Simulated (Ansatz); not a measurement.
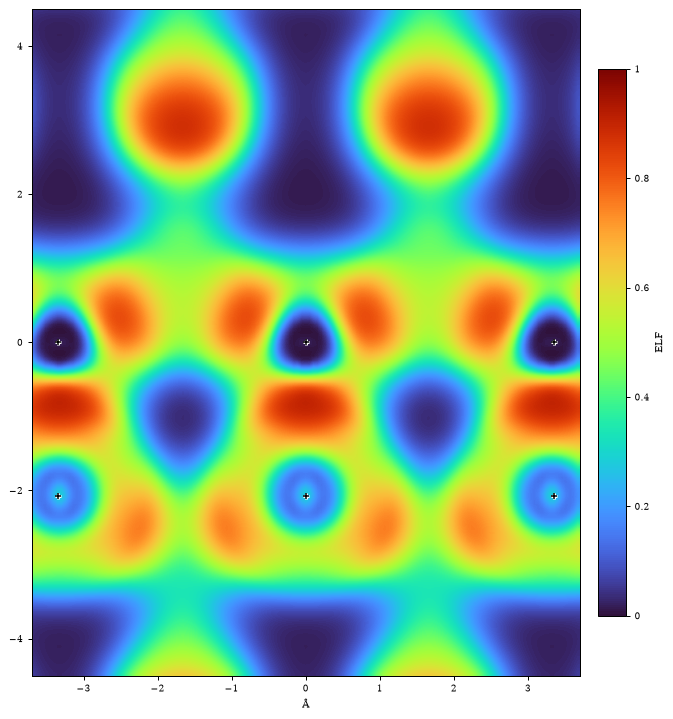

The ELF on a plane through atoms (crosses mark nuclei in the plane).

These are results of Ansatz 0.2.0, DFT, PBE, plane waves, PAW, not measurements.

Candidates:
A. BAs, a = 3.35 Å, b = 3.35 Å, c = 8.30 Å, α = 90.00°, β = 90.00°, γ = 120.00°. Space group R3m; started from the zincblende prototype, which need not be the ambient phase; changed on purpose from its base cell (epitaxial 111 strain -1.0%); computed pressure about 5 GPa in this cell.
B. InSb, a = 4.59 Å, b = 4.59 Å, c = 11.42 Å, α = 90.00°, β = 90.00°, γ = 120.00°. Space group R3m; started from the zincblende prototype, which need not be the ambient phase; changed on purpose from its base cell (epitaxial 111 strain -1.0%); computed pressure about 2 GPa in this cell.

Which system is this?

Answer. Candidate A: BAs on the (010) plane of the conventional cell, which holds B and As. B–As (2.07 Å): the ELF peaks at about 0.90 between the atoms (localised, covalent bonding).
